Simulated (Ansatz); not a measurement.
**A series of single points on GaP**

System: GaP (F-43m, 2 atoms in the cell).
Method: Kohn-Sham DFT of a periodic cell, PBEsol, all-electron LAPW, scalar-relativistic, no spin polarisation (Ansatz 0.2.0).

The 7 runs differ only in the geometry, by an even scaling of the cell at fixed fractional positions. The structure derives from an entry of the Crystallography Open Database.

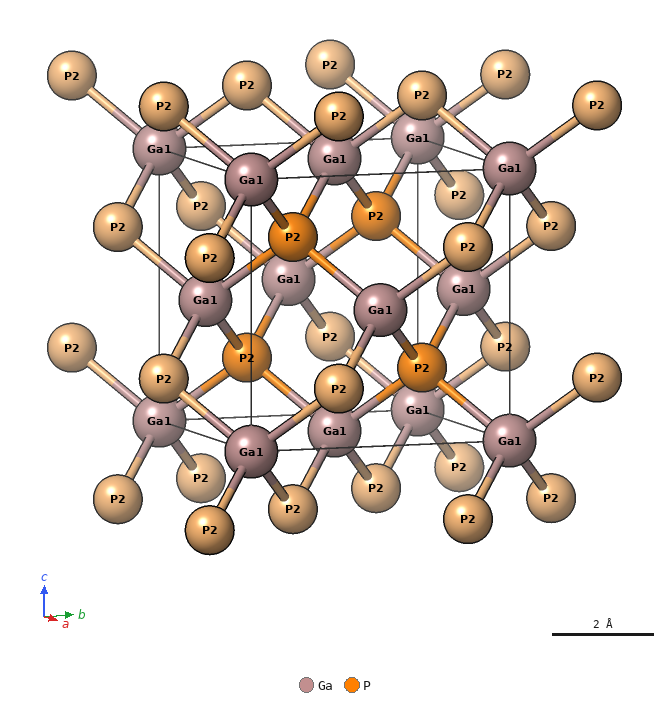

Figure 1. The structure of run 4 (ball-and-stick view of the cell 4 times as large as that of the calculation, set on its symmetry axes, seen slightly off an axis; neighbours outside the cell are drawn fainter; atoms are numbered from 1 in the order of the input).

**Input of run 4**
```yaml
crystal:
  lattice:
    - [0.0, 2.72525, 2.72525]
    - [2.72525, 0.0, 2.72525]
    - [2.72525, 2.72525, 0.0]
  atoms:
    - { symbol: Ga, position: [0.0, 0.0, 0.0] }
    - { symbol: P, position: [0.75, 0.75, 0.75] }
kpoints:
  mp_grid: { grid: [8, 8, 8] }
scf:
  occupations: { method: fermi_dirac, width: 0.05 }
hamiltonian:
  xc: pbesol
  pseudopotentials: { kind: all_electron, lapw: { basis_error: 0.001 } }
output:
  forces: true
  stress: true
  eigenvalues: true
```

Command:
```bash
ansatz run input.yaml --threads 1 --pin off --max-ram 3072MiB --backend cpu --events-out ev --progress --plain --runs-dir out
```

Run 3 differs from it as follows:
```diff
-    - [0.0, 2.72525, 2.72525]
-    - [2.72525, 0.0, 2.72525]
-    - [2.72525, 2.72525, 0.0]
+    - [0.0, 2.7069591804, 2.7069591804]
+    - [2.7069591804, 0.0, 2.7069591804]
+    - [2.7069591804, 2.7069591804, 0.0]
```

**Results, with one run withheld**

```csv
run,volume per atom (Å³),"free energy per atom, from the lowest run given (meV)",pressure (GPa),gap on the mesh (eV)
1,19.026,16.66,5.29,1.38
2,19.431,6.08,3.12,1.43
3,19.836,?,?,?
4,20.240,0.00,−0.57,1.52
5,20.645,3.45,−2.13,1.53
6,21.050,10.64,−3.52,1.43
7,21.455,21.17,−4.77,1.28
```

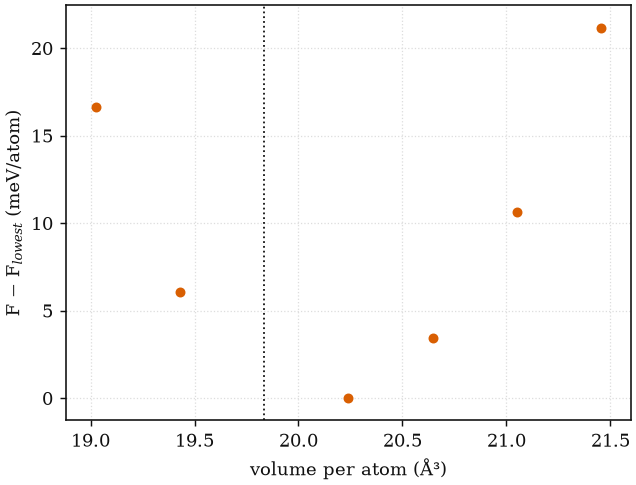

Figure 2. Free energy per atom of the runs given; the dotted line marks run 3.

Estimate the energy of run 3 from the others.

A cubic polynomial in V^(−2/3) (the Birch–Murnaghan form), fitted to the 6 runs given, misses them by under 0.01 meV per atom. With x = V^(−2/3) − 0.13448 Å⁻², it reads F = 0.15022 − 1020.4 x + 6.5276e+05 x² + 1.2285e+06 x³ (meV per atom). At run 3 it gives 0.71 meV per atom, and the run itself gives 0.72. The slope of the fit gives a pressure −dF/dV of 1.17 GPa there, and the run prints 1.18 GPa. The fit has its minimum at 20.102 Å³ per atom, where V d²F/dV² gives 85 GPa: the bulk modulus at this level, since symmetry fixes the shape and the positions. The gap on the mesh lies between 1.28 eV (run 7) and 1.53 eV (run 5); run 3 has 1.47 eV. These are gaps of this functional on this mesh, which can miss the band edges; they aren't the measured gap.

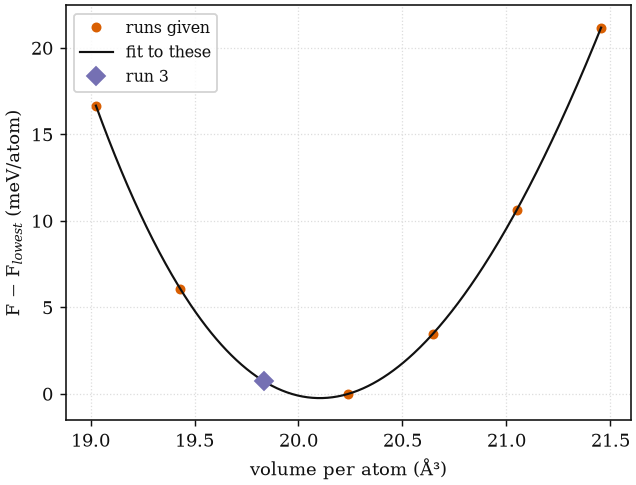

Figure 3. The fit and the withheld run.

**Output, shortened to warnings, some set-up lines, iterations and results (run 3)**
```
Basis set: ecut = 283.2223333117462 eV, 411 PW (Γ), exchange–correlation at level 2
Symmetry: 24 space group operations
k-points: 29 of 512 (time reversal used)
Initial density: superposition of atomic densities (chi_scale 0.1, normalization cell, long waves kept (reshape's long-wave potential 0.00 eV rms))
[...]
SCF iter   1: F=—  HF=-62154.495275 eV  |F-HF|=—  |Δ(HF+E_count)|=         —  Δρ=3.85e-2  dr2=7.75e-1  ethr=2.27e-3  ⟨swp⟩=2.0  Hψ=4145  notcnv=0
SCF iter   2: F=—  HF=-62154.241049 eV  |F-HF|=—  |Δ(HF+E_count)|=   2.54e-1  Δρ=1.51e-2  dr2=7.43e-2  ethr=2.19e-4  ⟨swp⟩=2.0  Hψ=3134  notcnv=0
SCF iter   3: F=—  HF=-62154.212596 eV  |F-HF|=—  |Δ(HF+E_count)|=   2.85e-2  Δρ=6.73e-3  dr2=1.35e-2  ethr=2.18e-4  ⟨swp⟩=2.0  Hψ=1774  notcnv=0
SCF iter   4: F=—  HF=-62154.206794 eV  |F-HF|=—  |Δ(HF+E_count)|=         —  Δρ=1.82e-3  dr2=1.12e-3  ethr=3.96e-5  ⟨swp⟩=2.0  Hψ=1658  notcnv=0
SCF iter   5: F=—  HF=-62154.206136 eV  |F-HF|=—  |Δ(HF+E_count)|=   6.58e-4  Δρ=2.68e-4  dr2=1.65e-5  ethr=3.28e-6  ⟨swp⟩=2.0  Hψ=1658  notcnv=0
SCF iter   6: F=—  HF=-62154.206148 eV  |F-HF|=—  |Δ(HF+E_count)|=   1.15e-5  Δρ=3.35e-5  dr2=2.80e-7  ethr=4.86e-8  ⟨swp⟩=3.0  Hψ=1755  notcnv=0
SCF iter   7: F=-62154.206148 eV  HF=-62154.206148 eV  |F-HF|=2.09e-9  |Δ(HF+E_count)|=   4.28e-7  Δρ=3.18e-6  dr2=4.62e-9  ethr=8.22e-10  ⟨swp⟩=3.0  Hψ=1767  notcnv=0
SCF 1 converged in 7 iterations: F = -62154.206148 eV  dr2 = 4.62e-9
SCF converged after 7 iterations
Free energy (F): -62154.206148 eV
Harris-Foulkes:  -62154.206148 eV  (|F-HF|=2.09e-9)
Internal energy: -62154.206148 eV  (E = F + TS)
E sigma→0 (E₀):  -62154.206148 eV
Entropy (-TS):   -0.000000 eV (-0.000 meV/atom)
Fermi energy:    9.444141 eV
--- Per-component energies (eV) ---
  E_band       = -1783.294299
  E_kinetic    = 63219.986536
  E_xc         = -2635.172247
  E_electrostatic = -122739.020436  (all electrons and nuclei)
  E_smearing   = -0.000000  (= −TS)
  E_closure    = 0.000000  (closes the sum)
  E_atoms      = -62144.310062  (free atoms, spherical and without spin; not in F)
  Σ components = -62154.206148   (vs F -62154.206148, Δ=0.00e0)
  Basis errors (estimates in eV, not in F): energy 4.4e-4 per atom: plane waves 4.1e-4 (2.4e-4 summed), levels above the bands 4.0e-63, relativity 1.3e-8, radial functions 3.2e-5, core shells 4.8e-11; eigenvalues (radial functions only) 9.4e-7; not estimated: angular momenta, meshes, grids; target …
--- Forces (eV/Å), atoms counted from 1 ---
  atom   1  Ga     0.00000000    -0.00000000     0.00000000
  atom   2  P     -0.00000000     0.00000000    -0.00000000
  max |Σ_I F_I| component: 1.16e-17 eV/Å
--- Stress (GPa, compression-positive) ---
        1.175535       0.000000      -0.000000
        0.000000       1.175535       0.000000
       -0.000000       0.000000       1.175535
  P = ⅓ Tr σ = 1.1755 GPa (11.755 kbar)
```
